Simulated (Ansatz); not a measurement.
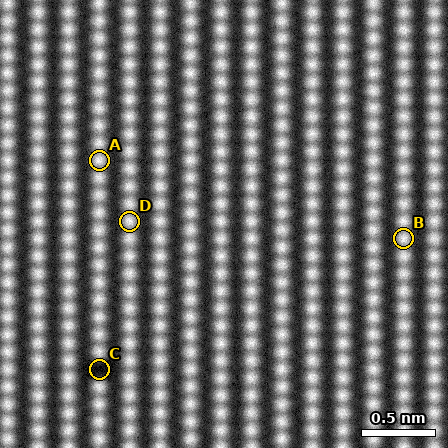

Dark-field STEM-like image of C (P6/mmm, No. 191) along [102]. Simulated incoherent Z contrast: every atom adds Z^1.8 spread by a probe of 0.82 Å full width; channelling and multiple scattering are left out. The probe carries 25 % of its weight in a tail 2.5 times as wide. The display is stretched by a gamma of 0.65; percentages refer to the linear signal. Shot noise was added.

The sample is 1 repeat (7.8 Å) thick. One point defect was put into the perfect crystal, without relaxing the atoms around it. Brightness is counted from the darkest point of the image. Host structure: the end point of a relaxation with Ansatz 0.2.0, DFT, RPBE, plane waves (420 eV) with PAW, scalar-relativistic; the starting structure was generated, so it need not be a known form of this composition.

Question: Which ringed column holds the defect, and does it scatter more or less than its equals?

Answer: C; it scatters less. The column holds 1 atom (C) through the sample, and one C atom is missing, so its peak vanishes.
